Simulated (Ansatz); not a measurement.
# Zr7Si8O32 (cell charge −1, with a compensating background) (cell with a defect): what the fields show

```
Zr Si O
1.0
     0.00000    6.67752   -6.02347
    -6.67752    0.00000    6.02347
     6.67752    0.00000    6.02347
Zr Si O
7 8 32
Direct
  0.00000 0.50000 0.50000
  0.50000 0.25000 0.75000
  0.00000 0.00000 0.00000
  0.50000 0.38300 0.37490
  0.99190 0.11700 0.61700
  0.50000 0.87490 0.88300
  0.00810 0.62510 0.12510
  0.50000 0.00207 0.50207
  0.00000 0.75000 0.75000
  0.50000 0.49793 0.99793
  0.00000 0.25000 0.25000
  0.99974 0.87444 0.37444
  0.50000 0.62556 0.62530
  0.00026 0.37470 0.87470
  0.50000 0.12530 0.12556
  0.30058 0.82777 0.32777
  0.81715 0.56675 0.57029
  0.31368 0.31445 0.81445
  0.81715 0.07029 0.06675
  0.99387 0.68944 0.37493
  0.50000 0.44461 0.63666
  0.00613 0.19556 0.88106
  0.50000 0.94480 0.11715
  0.99387 0.87493 0.18944
  0.50000 0.61715 0.44480
  0.00613 0.38106 0.69556
  0.50000 0.13666 0.94461
  0.18285 0.24960 0.25314
  0.69942 0.02719 0.52719
  0.18285 0.75314 0.74960
  0.68632 0.50078 0.00078
  0.50000 0.18555 0.49922
  0.00354 0.93325 0.75040
  0.50000 0.67223 0.97281
  0.99646 0.42971 0.24686
  0.19205 0.05539 0.55539
  0.68550 0.81056 0.80444
  0.17235 0.55520 0.05520
  0.68550 0.30444 0.31056
  0.82765 0.88285 0.38285
  0.31450 0.62507 0.61894
  0.80795 0.36334 0.86334
  0.31450 0.11894 0.12507
  0.00354 0.25040 0.43325
  0.50000 0.99922 0.68555
  0.99646 0.74686 0.92971
  0.50000 0.47281 0.17223
```

Spin-polarised.

Theory: DFT PBE, scalar-relativistic, plane waves, PAW (Ansatz 0.2.0).

Core electrons are frozen (PAW), and the valence fields are smoothed inside the atomic spheres.

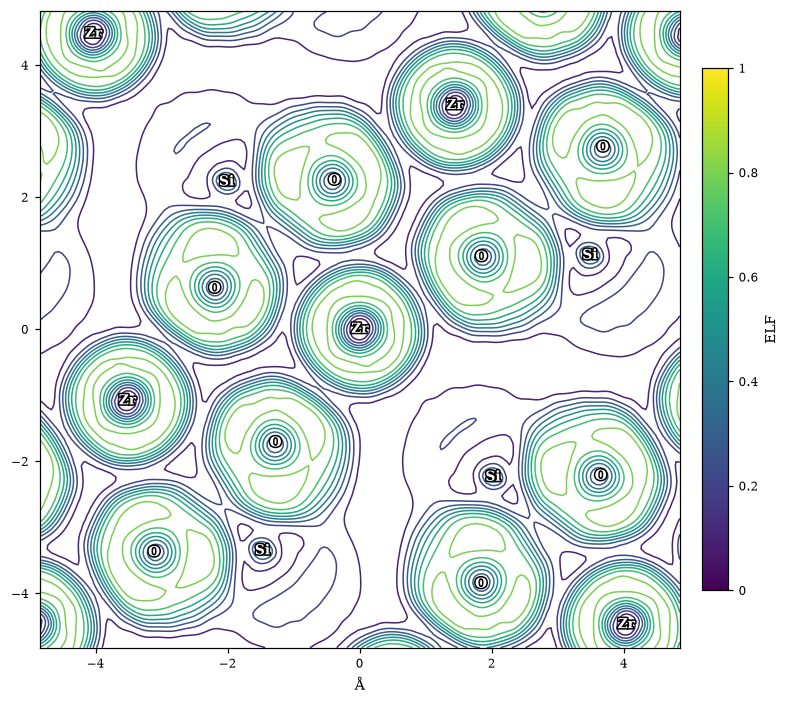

Figure 1. ELF on the (011̄) plane of the calculation cell.

Q: Read the bonding off the picture.

A: Atoms in the plane: Zr, Si and O. Si–O (1.63 Å): the ELF peaks at about 0.85 between the atoms, as expected for a shared but strongly polarised pair. Zr–O (2.14 Å): the ELF peaks at about 0.85 in the valence shell of O, 0.6 Å from its nucleus, and drops to about 0.20 between the two atoms; no shared electron pair shows on this line. Zr–O (2.28 Å): the ELF peaks at about 0.85 in the valence shell of O, 0.7 Å from its nucleus, and drops to about 0.15 between the two atoms; no localised pair shows between them. Zr–O (2.34 Å): the ELF peaks at about 0.85 in the valence shell of O, 0.6 Å from its nucleus, and drops to about 0.15 between the two atoms (no shared electron pair shows on this line). The features right at Zr lie inside the PAW spheres, where the map follows smoothed inner orbitals and isn't to be read closely.

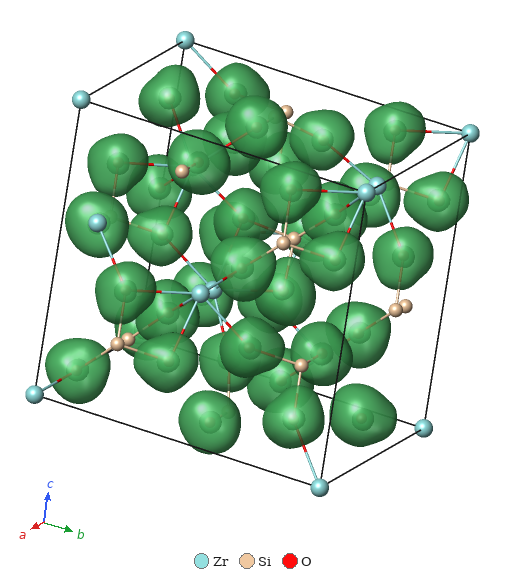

Figure 2. Isosurface of the electron localisation function at 0.65 (green), seen slightly off an axis. Core shells and regions of very low density are left out. Sticks mark near contacts.

Q: Where are the electrons localised?

A: At this value the surface marks out 32 regions on O in which the atom's valence shell and bonds are merged, counted in one cell of 47 atoms. Regions shared between cells count once. Profiles from the grid: Si–O (1.61 Å): the ELF peaks at about 0.85 between the atoms; a polar covalent bond. Zr–O (2.07 Å): the ELF peaks at about 0.85 in the valence shell of O, 0.6 Å from its nucleus, and drops to about 0.20 between the two atoms: no localised pair shows between them.
